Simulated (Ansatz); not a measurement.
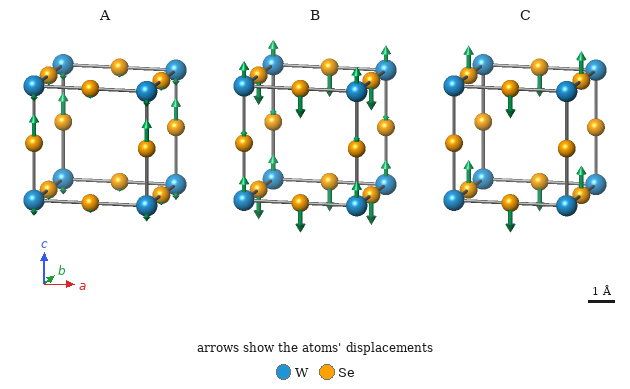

Modes of solid WSe3 (a generated structure) relaxed at 25 GPa, space group Pm-3m (No. 221), at the zone centre (one member of each degenerate set). Displacements are drawn as green arrows; their common scale and sign are arbitrary. Style: ball-and-stick. Shown: the cell of the calculation, slightly off an axis.

The calculation used DFT PBEsol, scalar-relativistic, plane waves, PAW (Ansatz 0.2.0).

The frequencies depend somewhat on the k-mesh and the smearing.

Q: Which are infrared-active and which Raman-active?

A: A is T₁u, infrared-active by symmetry (405 cm⁻¹). B is T₁u, infrared-active by symmetry (61i cm⁻¹). C is T₂u, silent by symmetry (neither infrared- nor Raman-active) (52i cm⁻¹). The crystal has a centre of inversion, so no mode is both. In a metal the free carriers screen the infrared response.
